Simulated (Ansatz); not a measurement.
# Run report: WS2, single-point calculation (part 1 of 2)

- system: WS2 (48 atoms in the cell)
- method: DFT PBE+D3(BJ), scalar-relativistic, plane waves, PAW, no spin polarisation (Ansatz 0.2.0)

The structure derives from a Materials Project entry. It belongs to a series of runs on one base structure; here: the perfect crystal in a cell of 48 atoms.

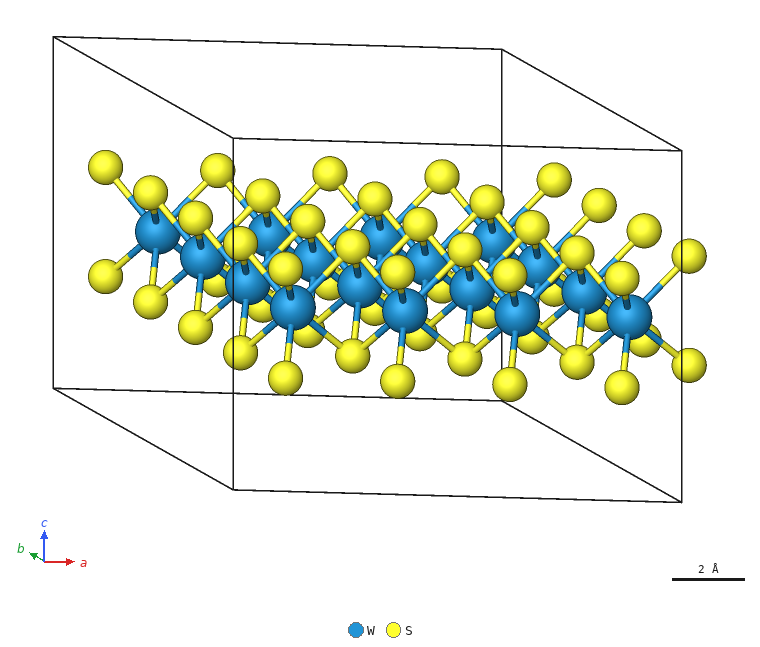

**Figure 1.** The structure (ball-and-stick view of the cell of the calculation, with the vacuum cut short, seen slightly off an axis; bonded neighbours outside the cell are drawn too). An atom can appear more than once, as a periodic image.

## The input
```yaml
crystal:
  lattice:
    - [12.6388667674, 0.0, 0.0]
    - [-6.3194333837, -10.9455796956, 0.0]
    - [0.0, 0.0, -16.9394672175]
  atoms:
    - { symbol: W, position: [0.9166666667, 0.5833333333, 0.0] }
    - { symbol: W, position: [0.1666666667, 0.5833333333, 0.0] }
    - { symbol: W, position: [0.9166666667, 0.3333333333, 0.0] }
    - { symbol: W, position: [0.4166666667, 0.5833333333, 0.0] }
    - { symbol: W, position: [0.1666666667, 0.3333333333, 0.0] }
    - { symbol: W, position: [0.9166666667, 0.0833333333, 0.0] }
    - { symbol: W, position: [0.6666666667, 0.5833333333, 0.0] }
    - { symbol: W, position: [0.4166666667, 0.3333333333, 0.0] }
    - { symbol: W, position: [0.1666666667, 0.0833333333, 0.0] }
    - { symbol: W, position: [0.9166666667, 0.8333333333, 0.0] }
    - { symbol: W, position: [0.6666666667, 0.3333333333, 0.0] }
    - { symbol: W, position: [0.4166666667, 0.0833333333, 0.0] }
    - { symbol: W, position: [0.1666666667, 0.8333333333, 0.0] }
    - { symbol: W, position: [0.6666666667, 0.0833333333, 0.0] }
    - { symbol: W, position: [0.4166666667, 0.8333333333, 0.0] }
    - { symbol: W, position: [0.6666666667, 0.8333333333, 0.0] }
    - { symbol: S, position: [0.0833333333, 0.6666666667, 0.0930373794] }
    - { symbol: S, position: [0.3333333333, 0.6666666667, 0.0930373794] }
    - { symbol: S, position: [0.0833333333, 0.4166666667, 0.0930373794] }
    - { symbol: S, position: [0.5833333333, 0.6666666667, 0.0930373794] }
    - { symbol: S, position: [0.3333333333, 0.4166666667, 0.0930373794] }
    - { symbol: S, position: [0.0833333333, 0.1666666667, 0.0930373794] }
    - { symbol: S, position: [0.8333333333, 0.6666666667, 0.0930373794] }
    - { symbol: S, position: [0.5833333333, 0.4166666667, 0.0930373794] }
    - { symbol: S, position: [0.3333333333, 0.1666666667, 0.0930373794] }
    - { symbol: S, position: [0.0833333333, 0.9166666667, 0.0930373794] }
    - { symbol: S, position: [0.8333333333, 0.4166666667, 0.0930373794] }
    - { symbol: S, position: [0.5833333333, 0.1666666667, 0.0930373794] }
    - { symbol: S, position: [0.3333333333, 0.9166666667, 0.0930373794] }
    - { symbol: S, position: [0.8333333333, 0.1666666667, 0.0930373794] }
    - { symbol: S, position: [0.5833333333, 0.9166666667, 0.0930373794] }
    - { symbol: S, position: [0.8333333333, 0.9166666667, 0.0930373794] }
    - { symbol: S, position: [0.0833333333, 0.6666666667, 0.9069626206] }
    - { symbol: S, position: [0.3333333333, 0.6666666667, 0.9069626206] }
    - { symbol: S, position: [0.0833333333, 0.4166666667, 0.9069626206] }
    - { symbol: S, position: [0.5833333333, 0.6666666667, 0.9069626206] }
    - { symbol: S, position: [0.3333333333, 0.4166666667, 0.9069626206] }
    - { symbol: S, position: [0.0833333333, 0.1666666667, 0.9069626206] }
    - { symbol: S, position: [0.8333333333, 0.6666666667, 0.9069626206] }
    - { symbol: S, position: [0.5833333333, 0.4166666667, 0.9069626206] }
    - { symbol: S, position: [0.3333333333, 0.1666666667, 0.9069626206] }
    - { symbol: S, position: [0.0833333333, 0.9166666667, 0.9069626206] }
    - { symbol: S, position: [0.8333333333, 0.4166666667, 0.9069626206] }
    - { symbol: S, position: [0.5833333333, 0.1666666667, 0.9069626206] }
    - { symbol: S, position: [0.3333333333, 0.9166666667, 0.9069626206] }
    - { symbol: S, position: [0.8333333333, 0.1666666667, 0.9069626206] }
    - { symbol: S, position: [0.5833333333, 0.9166666667, 0.9069626206] }
    - { symbol: S, position: [0.8333333333, 0.9166666667, 0.9069626206] }
basis:
  ecutwfc: 420
  xc_grid: 2
kpoints:
  mp_grid: { grid: [2, 2, 2], shift: [0.0, 0.0, 0.0] }
hamiltonian:
  xc: pbe
  dispersion: d3bj
scf:
  occupations: { method: gaussian, width: 0.01 }
output:
  forces: true
  stress: true
  eigenvalues: true
```

Run as:
```bash
ansatz run input.yaml --threads 4 --pin off --max-ram 10240MiB --backend cpu --events-out ev --progress --plain --runs-dir out
```

## Log
```
Engine: ansatz 0.2.0, aarch64-unknown-linux-gnu
Pseudopotentials: kind: paw
Pseudopotential: W, paw, valence charge 14, recommended cutoff 420 eV (normal), W.paw.azcp
Pseudopotential: S, paw, valence charge 6, recommended cutoff 420 eV (normal), S.paw.azcp
Functional definition: PBE
  parameter kappa = 0.804
  parameter beta = 0.06672455060314922
  exchange = pbe_x(kappa = kappa, mu = beta*pi^2/3)
  correlation = pbe_c(beta = beta)
Crystal: 48 atoms, lattice volume = 2343.401 Å³
Basis set: ecut = 420 eV, 45813 PW (Γ), exchange–correlation on 180×180×240 points (8 copies of the dense FFT grid, shifted against one another)
Bands: 256, of which v1, the nominal top of the filled ones, is band 208 counted from 1 (207 counted from 0)
Symmetry: 192 space group operations
Space group: P-6m2 (ITA 187), of the structure as read, at distance tolerance 1.3e-4 Å
k-points: 4 of 8
Non-local potential: W, projectors of the file, l = 0: 3, l = 1: 2, l = 2: 2, l = 3: 1
Non-local potential: S, projectors of the file, l = 0: 2, l = 1: 2, l = 2: 2
PAW form: soft (Blöchl's): semilocal exchange-correlation on the pseudo side does not see the compensation charge
PAW one-centre angular grid: W, 590 points (default); XC on 64 Gauss nodes
PAW one-centre angular grid: S, 110 points (default); XC on 64 Gauss nodes
Initial density: superposition of atomic densities (neutral atoms: chi_scale 0, normalization atom), corrected by the library's trained network
Initial wavefunctions: pseudopotential atomic-orbital guess
Functional: x = pbe(κ = 0.804, μ = 0.2195149727645171), c = pbe(β = 0.06672455060314922)
SCF iter   1: F=—  HF=-195077.705073 eV  |F-HF|=—  |Δ(HF+E_count)|=         —  Δρ=3.50e-3  dr2=3.67e-1  ethr=1.77e-3  ⟨swp⟩=7.5  Hψ=4611  notcnv=0  defer=22
preconditioner: auto → Resta (q_TF=auto, 2.045 Å⁻¹)  ε∞=3.4  [insulator: Δε(μ)=2.252 eV  Ē_g=8.330 eV  σ=0.010 eV  W_gap=1.00  n_scr=316 (ndim 8)  ℏωp=13.0 eV  f_vac=0.608  D(μ)=0.00/eV (n_scr^D=0)  ε∞_Penn≈3.4  vacuum switching on, ρ_ref=5.0e-3 e/Å³]
SCF iter   2: F=—  HF=-195077.741829 eV  |F-HF|=—  |Δ(HF+E_count)|=   3.68e-2  Δρ=1.96e-3  dr2=8.44e-2  ethr=8.81e-5  ⟨swp⟩=3.0  Hψ=1820  notcnv=0  defer=140
SCF iter   3: F=—  HF=-195077.760933 eV  |F-HF|=—  |Δ(HF+E_count)|=   1.91e-2  Δρ=1.13e-3  dr2=1.55e-2  ethr=2.03e-5  ⟨swp⟩=3.0  Hψ=1412  notcnv=0  defer=80
automatic band count: iteration 3 solves 241 bands in place of 256: the levels show a gap, and the empty bands left out lie too high to hold charge; the band table lists the bands solved (type scf.n_extra_bands for more)
SCF iter   4: F=—  HF=-195077.780969 eV  |F-HF|=—  |Δ(HF+E_count)|=   2.00e-2  Δρ=2.73e-4  dr2=1.09e-3  ethr=3.73e-6  ⟨swp⟩=2.0  Hψ=1511  notcnv=0  defer=80
SCF iter   5: F=—  HF=-195077.781983 eV  |F-HF|=—  |Δ(HF+E_count)|=   1.01e-3  Δρ=5.47e-5  dr2=1.53e-4  ethr=2.62e-7  ⟨swp⟩=2.0  Hψ=1594  notcnv=0  defer=80
SCF iter   6: F=—  HF=-195077.781982 eV  |F-HF|=—  |Δ(HF+E_count)|=   3.40e-7  Δρ=5.02e-6  dr2=1.28e-6  ethr=3.67e-8  ⟨swp⟩=2.0  Hψ=1332  notcnv=0  defer=80
SCF iter   7: F=—  HF=-195077.780461 eV  |F-HF|=—  |Δ(HF+E_count)|=   1.52e-3  Δρ=2.08e-6  dr2=1.83e-7  ethr=3.08e-10  ⟨swp⟩=3.0  Hψ=2125  notcnv=0  defer=80
SCF iter   8: F=-195077.780461 eV  HF=-195077.780461 eV  |F-HF|=3.17e-9  |Δ(HF+E_count)|=   5.30e-9  Δρ=3.15e-7  dr2=5.59e-9  ethr=2.40e-11  ⟨swp⟩=15.0  Hψ=4866  notcnv=0
SCF 1 converged in 8 iterations: F = -195077.780461 eV  dr2 = 5.59e-9
  greatest PAW one-centre occupation: 1.000 electrons in one spin orbital (limit 2), on the W atom at site 15 (counted from 0), in its partial waves of l = 0
```

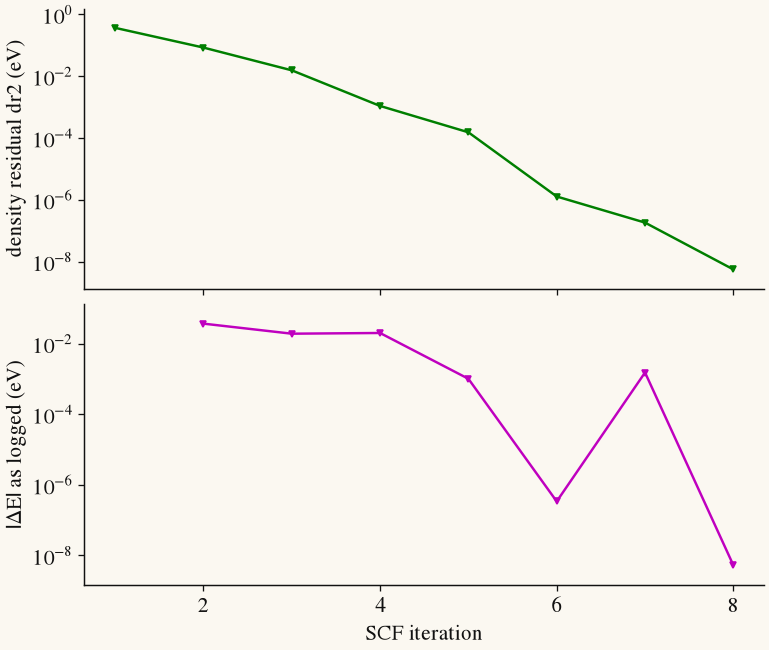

**Figure 2.** Convergence of the self-consistent field: density residual dr2 and size of the energy change against the SCF iteration. The residual falls at every step.

```
SCF converged after 8 iterations
Free energy (F): -195077.780461 eV
Harris-Foulkes:  -195077.780461 eV  (|F-HF|=3.17e-9)
Internal energy: -195077.780461 eV  (E = F + TS)
E sigma→0 (E₀):  -195077.780461 eV
Fermi energy:    1.413588 eV
--- Per-component energies (eV) ---
  E_band       = -7416.619229
  E_kinetic    = 10660.624858
  E_local      = -199925.613519  (includes V_loc(G=0)·N_el)
  E_nonlocal   = 916.625022
  E_hartree    = 94866.236535
  E_xc         = -7393.861352
  E_vxc        = -6639.251939  (∫ρ·V_xc dr)
  E_paw        = -156210.031952  (= ΣΔE_a)
  E_vpaw       = -2161.452155  (= ΣTr[D̂ρ^β])
  E_aug_tail   = -0.000991  (compensation charges beyond the density's cutoff)
  E_ewald      = 62023.158870
  E_disp       = -14.917932  (pairwise vdW)
  E_smearing   = -0.000000  (= −TS)
  E_closure    = -0.000000  (closes the sum)
  Σ components = -195077.780461   (vs F -195077.780461, Δ=0.00e0)
--- Forces (eV/Å), atoms counted from 1 ---
  atom   1  W     -0.00000000    -0.00000000     0.00000000
  atom   2  W      0.00000000    -0.00000000    -0.00000000
  atom   3  W     -0.00000000    -0.00000000    -0.00000000
  atom   4  W     -0.00000000    -0.00000000    -0.00000000
  atom   5  W      0.00000000    -0.00000000    -0.00000000
  atom   6  W     -0.00000000    -0.00000000     0.00000000
  atom   7  W     -0.00000000    -0.00000000    -0.00000000
  atom   8  W      0.00000000    -0.00000000    -0.00000000
  atom   9  W      0.00000000    -0.00000000     0.00000000
  atom  10  W     -0.00000000    -0.00000000    -0.00000000
  atom  11  W     -0.00000000    -0.00000000    -0.00000000
  atom  12  W      0.00000000    -0.00000000     0.00000000
  atom  13  W      0.00000000    -0.00000000    -0.00000000
  atom  14  W      0.00000000    -0.00000000     0.00000000
  atom  15  W      0.00000000    -0.00000000     0.00000000
  atom  16  W      0.00000000    -0.00000000     0.00000000
  atom  17  S     -0.00000000    -0.00000000     0.00062505
  atom  18  S     -0.00000000    -0.00000000     0.00062505
  atom  19  S      0.00000000    -0.00000000     0.00062505
  atom  20  S      0.00000000    -0.00000000     0.00062505
  atom  21  S     -0.00000000    -0.00000000     0.00062505
  atom  22  S      0.00000000    -0.00000000     0.00062505
  atom  23  S      0.00000000    -0.00000000     0.00062505
  atom  24  S      0.00000000    -0.00000000     0.00062505
  atom  25  S      0.00000000    -0.00000000     0.00062505
  atom  26  S      0.00000000    -0.00000000     0.00062505
  atom  27  S      0.00000000    -0.00000000     0.00062505
  atom  28  S      0.00000000    -0.00000000     0.00062505
  atom  29  S     -0.00000000    -0.00000000     0.00062505
  atom  30  S     -0.00000000    -0.00000000     0.00062505
  atom  31  S     -0.00000000    -0.00000000     0.00062505
  atom  32  S     -0.00000000    -0.00000000     0.00062505
  atom  33  S     -0.00000000    -0.00000000    -0.00062505
  atom  34  S      0.00000000    -0.00000000    -0.00062505
  atom  35  S     -0.00000000    -0.00000000    -0.00062505
  atom  36  S      0.00000000    -0.00000000    -0.00062505
  atom  37  S      0.00000000    -0.00000000    -0.00062505
  atom  38  S     -0.00000000    -0.00000000    -0.00062505
  atom  39  S     -0.00000000    -0.00000000    -0.00062505
  atom  40  S     -0.00000000    -0.00000000    -0.00062505
  atom  41  S     -0.00000000    -0.00000000    -0.00062505
  atom  42  S     -0.00000000    -0.00000000    -0.00062505
  atom  43  S     -0.00000000    -0.00000000    -0.00062505
  atom  44  S     -0.00000000    -0.00000000    -0.00062505
  atom  45  S      0.00000000    -0.00000000    -0.00062505
  atom  46  S      0.00000000    -0.00000000    -0.00062505
  atom  47  S      0.00000000    -0.00000000    -0.00062505
  atom  48  S     -0.00000000    -0.00000000    -0.00062505
  max |Σ_I F_I| component: 1.36e-16 eV/Å
--- Stress (GPa, compression-positive) ---
       -0.015137      -0.000000      -0.000000
       -0.000000      -0.015137      -0.000000
        0.000000       0.000000      -0.015893
  P = ⅓ Tr σ = -0.0154 GPa (-0.154 kbar)
--- Band table (eV) ---
```
